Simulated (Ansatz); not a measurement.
# Rh: geometry relaxation (part 2 of 2)

Rh (7 atoms in the cell); DFT PBE, scalar-relativistic, plane waves, PAW, no spin polarisation (Ansatz 0.2.0); cutoff 420 eV, 18×18×3 k-mesh, Gaussian smearing of 0.1 eV. The structure was built on a prototype by a generator; it need not be a known phase. It belongs to a series of runs on one base structure; here: stacking ABABCBC.

Geometry of the input (Å; fractional positions):
```
2.7247  0.0000  0.0000
-1.3624  2.3597  0.0000
0.0000  0.0000  15.3464
Rh 0.0000  0.0000  0.0000
Rh 0.3333  0.6667  0.1429
Rh 0.0000  0.0000  0.2857
Rh 0.3333  0.6667  0.4286
Rh 0.6667  0.3333  0.5714
Rh 0.3333  0.6667  0.7143
Rh 0.6667  0.3333  0.8571
```

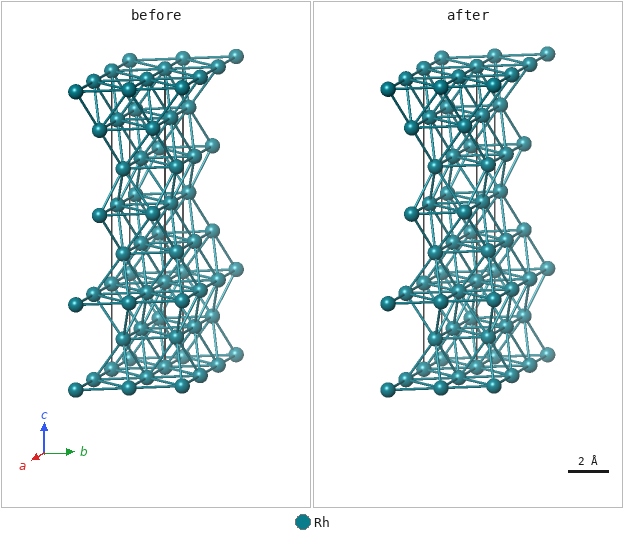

Before (left) and after (right) the relaxation, at one scale (ball-and-stick view of the cell of the calculation, repeated 3 × 2 × 1, seen slightly off an axis). The energy falls by 14.4 meV per cell of the calculation in 3 geometry steps. Largest force component: 0.18 eV/Å at the start, 0.0016 eV/Å at the end. Pressure: −0.32 GPa at the start and −0.03 GPa at the end. The largest moves relative to the cell, 0.012 Å, are those of Rh3 and Rh5. The drawn cell changes as follows: a = b 2.725 → 2.711 Å (−0.5 %), c 15.346 → 15.477 Å (+0.9 %); the volume changes by −0.1 %. Among the contacts that change: Rh2–Rh3 2.698 → 2.725 Å, Rh1–Rh1 2.725 → 2.711 Å, Rh1–Rh2 2.698 → 2.707 Å. The space group stays P-3m1 (No. 164). A last SCF at the same geometry on a re-selected plane-wave basis shifts the energy by +0.1 meV per cell of the calculation. (Atoms are counted from 1 in the order of the input.)

```
basis re-selected at this cell: Δ(F+E_penalty+E_count) = +6.545e-5 eV, ΔP = +0.000 GPa vs the last step (what re-selecting the basis moved, of the pressure what is left beyond the Pulay correction that the steps carried, after the strain that the cell walked since its last selection, with what the two solves' SCF thresholds leave and, on support functions, any second-order correction that the steps lacked; it is no measure of the basis error at this ecutwfc). This SCF's stress stands 3.92e-2 GPa from its target on what of the cell is left free (relax.cell.stress_tol is 5.00e-2 GPa) and its largest allowed force component is 1.58e-3 eV/Å (relax.f_tol is 1.00e-2 eV/Å): within both
SCF converged after 8 iterations
Free energy (F): -44820.093206 eV
Harris-Foulkes:  -44820.093206 eV  (|F-HF|=7.28e-12)
Internal energy: -44820.042176 eV  (E = F + TS)
E sigma→0 (E₀):  -44820.067691 eV
Entropy (-TS):   -0.051030 eV (-7.290 meV/atom)
Fermi energy:    21.758307 eV
--- Per-component energies (eV) ---
  E_band       = -664.417921
  E_kinetic    = 4009.568596
  E_local      = -11147.532408  (includes V_loc(G=0)·N_el)
  E_nonlocal   = 2482.018861
  E_hartree    = 3918.579274
  E_xc         = -1552.157780
  E_vxc        = -1948.441063  (∫ρ·V_xc dr)
  E_paw        = -25108.074973  (= ΣΔE_a)
  E_vpaw       = -1897.196490  (= ΣTr[D̂ρ^β])
  E_aug_tail   = 0.006038  (compensation charges beyond the density's cutoff)
  E_ewald      = -17422.449783
  E_smearing   = -0.051030  (= −TS)
  E_closure    = -0.000000  (closes the sum)
  Σ components = -44820.093206   (vs F -44820.093206, Δ=0.00e0)
--- Forces (eV/Å), atoms counted from 1 ---
  atom   1  Rh     0.00000000     0.00000000     0.00080194
  atom   2  Rh    -0.00000000    -0.00000000     0.00158463
  atom   3  Rh     0.00000000     0.00000000    -0.00147258
  atom   4  Rh     0.00000000     0.00000000     0.00000000
  atom   5  Rh    -0.00000000    -0.00000000     0.00147258
  atom   6  Rh     0.00000000     0.00000000    -0.00158463
  atom   7  Rh    -0.00000000    -0.00000000    -0.00080194
  max |Σ_I F_I| component: 5.20e-18 eV/Å
--- Stress (GPa, compression-positive) ---
       -0.023044       0.000000       0.000000
        0.000000      -0.023044      -0.000000
        0.000000      -0.000000      -0.039250
  P = ⅓ Tr σ = -0.0284 GPa (-0.284 kbar)
--- Band table (eV; the first three rows and the last of 101) ---
  k-point 0: bands = ["-57.0840", "-57.0696", "-57.0427", "-57.0136", "-57.0111", "-56.9729", "-56.9701", "-25.2276", "-25.2201", "-24.9937", "-24.9835", "-24.7178", "-24.6856", "-24.6706", "-24.6706", "-24.6614", "-24.6614", "-24.6297", "-24.6297", "-24.6294", "-24.6294", "-24.5958", "-24.5958", "-24.5845", "-24.5845", "-24.5709", "-24.5709", "-24.5699", "13.9338", "14.6774", "14.7051", "15.8342", "15.8450", "15.8933", "15.8948", "18.4877", "18.5299", "18.7093", "18.7093", "18.7440", "18.7440", "18.7602", "18.7859", "18.7859", "18.9255", "18.9255", "18.9575", "18.9575", "19.0261", "19.0379", "19.1327", "19.1327", "19.2071", "19.2071", "20.3772", "20.3772", "20.4850", "20.4850", "20.8238", "20.8238", "21.3399", "21.3399", "21.4407", "21.4407", "21.7525", "21.7639", "22.0003", "22.0003", "22.0702", "22.0702", "31.0602", "31.0926"]
  k-point 1: bands = ["-57.0834", "-57.0713", "-57.0374", "-57.0253", "-57.0020", "-56.9769", "-56.9676", "-25.2516", "-25.1751", "-25.0745", "-24.8897", "-24.7918", "-24.6716", "-24.6716", "-24.6584", "-24.6584", "-24.6401", "-24.6401", "-24.6299", "-24.6164", "-24.6164", "-24.6036", "-24.6036", "-24.5852", "-24.5796", "-24.5796", "-24.5725", "-24.5725", "14.0238", "14.2857", "15.1776", "15.6243", "15.8022", "15.9034", "15.9583", "18.4453", "18.5746", "18.6279", "18.7089", "18.7089", "18.7252", "18.7336", "18.7336", "18.8248", "18.8248", "18.8791", "18.8791", "18.9677", "18.9677", "19.1247", "19.1247", "19.2276", "19.2276", "19.8234", "20.3354", "20.3354", "20.5008", "20.5008", "20.8022", "20.9249", "20.9249", "21.1450", "21.1450", "21.5981", "21.5981", "21.9156", "21.9156", "22.1129", "22.1129", "22.3991", "30.2281", "32.4377"]
  k-point 2: bands = ["-57.0814", "-57.0671", "-57.0403", "-57.0118", "-57.0092", "-56.9714", "-56.9686", "-25.2219", "-25.2143", "-24.9934", "-24.9833", "-24.7244", "-24.6956", "-24.6844", "-24.6758", "-24.6756", "-24.6658", "-24.6466", "-24.6381", "-24.6376", "-24.6294", "-24.6049", "-24.6000", "-24.5943", "-24.5868", "-24.5867", "-24.5737", "-24.5724", "14.0422", "14.7784", "14.8057", "15.9213", "15.9328", "15.9925", "15.9952", "18.3962", "18.4979", "18.6030", "18.6194", "18.7271", "18.7412", "18.7751", "18.7786", "18.8107", "18.8180", "18.8506", "18.9953", "19.0099", "19.0257", "19.0353", "19.1993", "19.2316", "19.2344", "19.2804", "20.2926", "20.3381", "20.3852", "20.4033", "20.8262", "20.8603", "20.9948", "21.0148", "21.2840", "21.4375", "21.4917", "21.6607", "22.0117", "22.0848", "22.8824", "22.9392", "31.0704", "31.0995"]
  k-point 100: bands = ["-56.9816", "-56.9583", "-56.9583", "-56.9435", "-56.9435", "-56.9235", "-56.9235", "-25.1120", "-25.0974", "-25.0974", "-25.0745", "-25.0745", "-25.0652", "-25.0256", "-25.0110", "-25.0110", "-24.9749", "-24.9749", "-24.9569", "-24.9052", "-24.9052", "-24.8189", "-24.7890", "-24.7890", "-24.7249", "-24.7249", "-24.7207", "-24.7069", "16.7182", "16.7182", "16.9666", "17.1553", "17.1553", "17.2070", "17.3678", "17.3678", "17.4613", "17.6337", "17.6588", "17.6588", "17.9459", "17.9459", "18.5992", "18.6818", "18.6818", "18.7094", "18.7341", "18.7341", "18.8161", "19.9621", "19.9621", "20.2473", "20.2473", "20.4620", "21.1091", "21.1091", "21.7352", "21.8538", "21.8782", "21.8782", "22.0119", "22.0119", "22.0710", "28.2321", "28.2321", "28.3342", "28.5171", "28.6014", "28.6014", "29.0201", "29.4204", "29.4204"]
--- Relaxed structure (4 steps of the walk, 4 accepted, 1 SCFs on fresh bases) ---
  F+E_penalty+E_count = -44820.09320634 eV   max|allowed force component| = 1.585e-3 eV/Å   (the final SCF, on the basis selected at the relaxed cell)
  cell:  # Å, volume = 98.5258 Å³
    - [2.711219613163135, 0.0, 1.2113331573744356e-33]
    - [-1.3556098065815676, 2.3479850602378938, -1.7915041867062325e-32]
    - [1.3645196096413752e-32, -1.4498020852439613e-31, 15.477107549401305]
  atoms:
    - { symbol: Rh, position: [-7.269317423156292e-17, -6.136436785811709e-17, -0.0003902342373906084] }
    - { symbol: Rh, position: [0.3333333333333333, 0.6666666666666666, 0.1423079685515342] }
    - { symbol: Rh, position: [-7.269317423156291e-17, -6.136436785811709e-17, 0.28646018216148383] }
    - { symbol: Rh, position: [0.3333333333333333, 0.6666666666666666, 0.4285714285714286] }
    - { symbol: Rh, position: [0.6666666666666666, 0.3333333333333333, 0.5706826749813733] }
    - { symbol: Rh, position: [0.3333333333333333, 0.6666666666666666, 0.7148348885913229] }
    - { symbol: Rh, position: [0.6666666666666666, 0.3333333333333333, 0.8575330913802478] }
--- Löwdin populations: 7 sites ---
  site symbol       q [e]
     0     Rh     16.8910
     1     Rh     16.9057
     2     Rh     16.8997
     3     Rh     16.8878
     4     Rh     16.8997
     5     Rh     16.9057
     6     Rh     16.8910
  spilling = 0.006045 (of n_electrons = 119.000000)
```

**File populations.tsv**
```
# site	symbol	l	j	q
# orbitals = lowdin
# n_electrons = 119.000000
# spilling = 0.006045
0	Rh	0_4S	-	1.987967
0	Rh	0_5S	-	0.777728
0	Rh	1_4P	-	5.994507
0	Rh	2_4D	-	8.130797
1	Rh	0_4S	-	1.988191
1	Rh	0_5S	-	0.779691
1	Rh	1_4P	-	5.994489
1	Rh	2_4D	-	8.143339
2	Rh	0_4S	-	1.988136
2	Rh	0_5S	-	0.777342
2	Rh	1_4P	-	5.994515
2	Rh	2_4D	-	8.139736
3	Rh	0_4S	-	1.987927
3	Rh	0_5S	-	0.778196
3	Rh	1_4P	-	5.994537
3	Rh	2_4D	-	8.127144
4	Rh	0_4S	-	1.988136
4	Rh	0_5S	-	0.777342
4	Rh	1_4P	-	5.994515
4	Rh	2_4D	-	8.139736
5	Rh	0_4S	-	1.988191
5	Rh	0_5S	-	0.779691
5	Rh	1_4P	-	5.994489
5	Rh	2_4D	-	8.143339
6	Rh	0_4S	-	1.987967
6	Rh	0_5S	-	0.777728
6	Rh	1_4P	-	5.994507
6	Rh	2_4D	-	8.130797
```

**Trajectory as extended XYZ (Å, eV, eV/Å), 5 frames, from step=1 to step=5**
```
7
Lattice="2.7247 0.0000 0.0000 -1.3624 2.3597 0.0000 0.0000 0.0000 15.3464" Properties=species:S:1:pos:R:3:forces:R:3 step=1 energy=-44820.07888 pressure_GPa=-0.32
Rh    0.0000    0.0000    0.0000    0.0000   0.0000  -0.0523
Rh    0.0000    1.5731    2.1923    0.0000   0.0000  -0.1194
Rh    0.0000    0.0000    4.3847    0.0000   0.0000   0.1799
Rh    0.0000    1.5731    6.5770    0.0000   0.0000   0.0000
Rh    1.3624    0.7866    8.7694    0.0000   0.0000  -0.1799
Rh    0.0000    1.5731   10.9617    0.0000   0.0000   0.1194
Rh    1.3624    0.7866   13.1541    0.0000   0.0000   0.0523
7
Lattice="2.7055 0.0000 0.0000 -1.3528 2.3430 0.0000 0.0000 0.0000 15.5114" Properties=species:S:1:pos:R:3:forces:R:3 step=2 energy=-44820.09174 pressure_GPa=0.49
Rh    0.0000    0.0000   -0.0067    0.0000   0.0000   0.0074
Rh    0.0000    1.5620    2.2071    0.0000   0.0000   0.0154
Rh    0.0000    0.0000    4.4471    0.0000   0.0000  -0.0455
Rh    0.0000    1.5620    6.6478    0.0000   0.0000   0.0000
Rh    1.3528    0.7810    8.8485    0.0000   0.0000   0.0455
Rh    0.0000    1.5620   11.0884    0.0000   0.0000  -0.0154
Rh    1.3528    0.7810   13.3022    0.0000   0.0000  -0.0074
7
Lattice="2.7118 0.0000 0.0000 -1.3559 2.3485 0.0000 0.0000 0.0000 15.4789" Properties=species:S:1:pos:R:3:forces:R:3 step=3 energy=-44820.09320 pressure_GPa=-0.17
Rh    0.0000    0.0000   -0.0062    0.0000   0.0000   0.0017
Rh    0.0000    1.5657    2.2025    0.0000   0.0000   0.0039
Rh    0.0000    0.0000    4.4340    0.0000   0.0000  -0.0011
Rh    0.0000    1.5657    6.6338    0.0000   0.0000   0.0000
Rh    1.3559    0.7828    8.8337    0.0000   0.0000   0.0011
Rh    0.0000    1.5657   11.0652    0.0000   0.0000  -0.0039
Rh    1.3559    0.7828   13.2738    0.0000   0.0000  -0.0017
7
Lattice="2.7112 0.0000 0.0000 -1.3556 2.3480 0.0000 0.0000 0.0000 15.4771" Properties=species:S:1:pos:R:3:forces:R:3 step=4 energy=-44820.09327 pressure_GPa=-0.03
Rh    0.0000    0.0000   -0.0060    0.0000   0.0000   0.0008
Rh    0.0000    1.5653    2.2025    0.0000   0.0000   0.0016
Rh    0.0000    0.0000    4.4336    0.0000   0.0000  -0.0015
Rh    0.0000    1.5653    6.6330    0.0000   0.0000   0.0000
Rh    1.3556    0.7827    8.8325    0.0000   0.0000   0.0015
Rh    0.0000    1.5653   11.0636    0.0000   0.0000  -0.0016
Rh    1.3556    0.7827   13.2721    0.0000   0.0000  -0.0008
7
Lattice="2.7112 0.0000 0.0000 -1.3556 2.3480 0.0000 0.0000 0.0000 15.4771" Properties=species:S:1:pos:R:3:forces:R:3 step=5 energy=-44820.09321 pressure_GPa=-0.03
Rh    0.0000    0.0000   -0.0060    0.0000   0.0000   0.0008
Rh    0.0000    1.5653    2.2025    0.0000   0.0000   0.0016
Rh    0.0000    0.0000    4.4336    0.0000   0.0000  -0.0015
Rh    0.0000    1.5653    6.6330    0.0000   0.0000   0.0000
Rh    1.3556    0.7827    8.8325    0.0000   0.0000   0.0015
Rh    0.0000    1.5653   11.0636    0.0000   0.0000  -0.0016
Rh    1.3556    0.7827   13.2721    0.0000   0.0000  -0.0008
```

**Key numbers**

| quantity | value |
| --- | --- |
| outcome | converged |
| space group (tolerance 0.01 Å) | P-3m1 (164) |
| electrons treated | 119 |
| free energy | −44820.0932 eV |
| Fermi energy | 21.758 eV |
| gap on the k-point mesh | none (metallic) |
| pressure | −0.03 GPa |
| final volume | 98.53 Å³ |
| largest force (length of the vector) at the end | 0.002 eV/Å |
| final cell | a = 2.711 Å, b = 2.711 Å, c = 15.477 Å, α = 90.00°, β = 90.00°, γ = 120.00° |
| wall time | 3.2 min |
| peak memory | 0.72 GiB |
